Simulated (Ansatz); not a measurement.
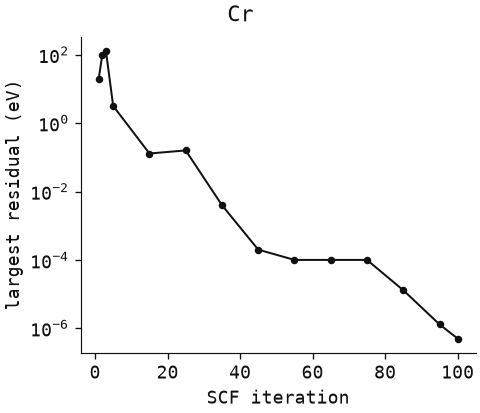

Convergence history. SCF iterations of a calculation: largest residual. The run: Cr (slab, 3 atoms in the cell), by DFT, PBE, PseudoDojo norm-conserving potentials, plane waves, scalar-relativistic (Ansatz development build ahead of 0.2.0); cutoff 850 eV, 3×3×1 k-mesh, Gaussian smearing of 0.05 eV, non-collinear spins. Setting under test: default search for lower states. Only some iterations were kept.

It did not converge: it stopped after 100 iterations. The residual first shoots up to about 130 before step 3. It is still falling at the last step (down to 5 × 10⁻⁷). The residual starts near 20 and ends near 5 × 10⁻⁷ eV.
